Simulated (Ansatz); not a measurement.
# ScAl$_{3}$N$_{4}$: what the fields show

```
Al Sc N
1.0
     3.23636    5.59595    0.00220
     3.25125   -5.60455    0.00416
    -0.00993    0.00177  -10.18008
Al Sc N
12 4 16
Direct
  0.16906 0.83398 0.49752
  0.33571 0.16807 0.24887
  0.17255 0.33847 0.00652
  0.33598 0.66895 0.75076
  0.33724 0.66651 0.24899
  0.66697 0.33953 0.00641
  0.83155 0.66495 0.74791
  0.66652 0.33133 0.49389
  0.82831 0.66433 0.25369
  0.66245 0.82305 0.00253
  0.66539 0.83574 0.49874
  0.83001 0.16291 0.24555
  0.16157 0.82682 0.00696
  0.33884 0.17038 0.75288
  0.16608 0.33714 0.49605
  0.83149 0.16688 0.76000
  0.15617 0.81551 0.80237
  0.34239 0.15991 0.54689
  0.16625 0.83126 0.30389
  0.34242 0.18169 0.05998
  0.17918 0.35551 0.81677
  0.34433 0.68675 0.56099
  0.16395 0.33195 0.29267
  0.34474 0.65932 0.06405
  0.67881 0.35789 0.82050
  0.83173 0.66526 0.55451
  0.66785 0.33209 0.30499
  0.81284 0.65707 0.06842
  0.65739 0.81134 0.81392
  0.81561 0.15911 0.55356
  0.66613 0.83396 0.30919
  0.83047 0.16233 0.05406
```

Space group P1; a generated structure, not necessarily the stable one.

Level of theory: Ansatz, DFT PBE, scalar-relativistic, plane waves, PAW.

The density is the valence pseudo-density of a PAW calculation; it isn't the true density close to the nuclei.

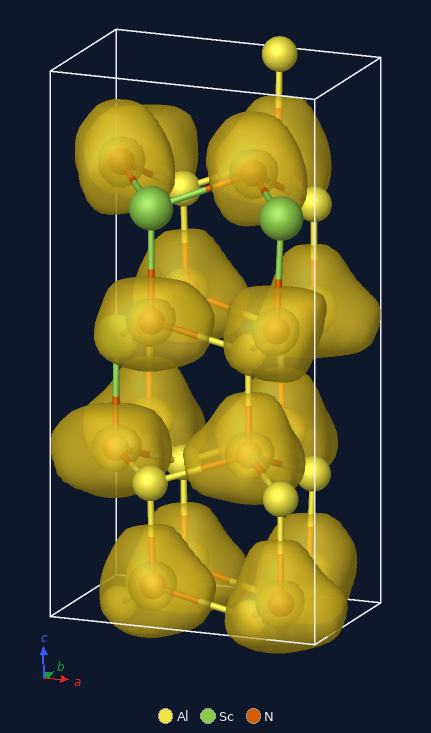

Figure 1. Isosurface of the electron localisation function at 0.7 (yellow), seen slightly off an axis. Core shells and regions of very low density are left out. Sticks mark near contacts.

**What do the ELF domains correspond to?**

The surface consists of 16 regions on N in which the atom's valence shell and bonds are merged, counted in one cell of 32 atoms. Regions shared between cells count once. Along the contacts the grid gives the following. Al–N (1.88 Å): the ELF peaks at about 0.90 in the valence shell of N, 0.8 Å from its nucleus, and is about 0.85 at the midpoint. Sc–N (2.02 Å): the ELF peaks at about 0.85 in the valence shell of N, 0.6 Å from its nucleus, and is about 0.25 at the midpoint; no localised pair shows between them.

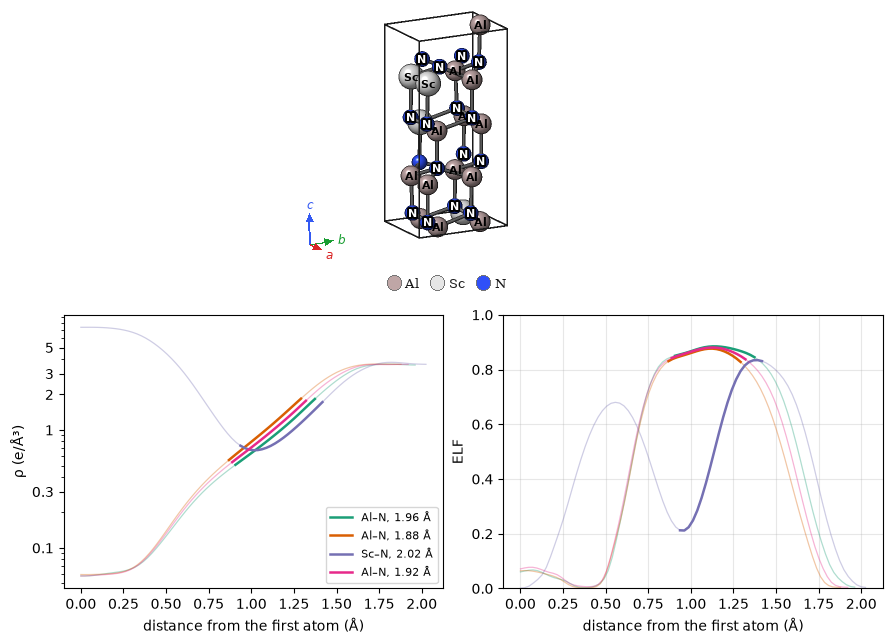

Figure 2. Valence electron density and electron localisation function along straight lines between neighbouring atoms. Thin, pale parts lie inside the atomic spheres. The structure is drawn too.

**Compare the contacts.**

Al–N (1.96 Å): ρ is about 0.61 e/Å³ halfway; the ELF peaks at about 0.90 between the atoms, as expected for a shared but strongly polarised pair.
Al–N (1.88 Å): ρ at the midpoint is about 0.67 e/Å³; the ELF peaks at about 0.90 in the valence shell of N, 0.8 Å from its nucleus, and is about 0.85 at the midpoint.
Sc–N (2.02 Å): ρ at the midpoint is about 0.67 e/Å³; the ELF peaks at about 0.85 in the valence shell of N, 0.6 Å from its nucleus, and is about 0.25 at the midpoint (no localised pair shows between them).
Al–N (1.92 Å): ρ at the midpoint is about 0.64 e/Å³; the ELF peaks at about 0.90 in the valence shell of N, 0.8 Å from its nucleus, and is about 0.85 at the midpoint.

**Does the calculation make it a metal, or give it a gap?**

It is gapped, with a Kohn–Sham gap of 3.5 eV on the k-point mesh (the band edges may lie off the mesh, which would make the gap smaller).
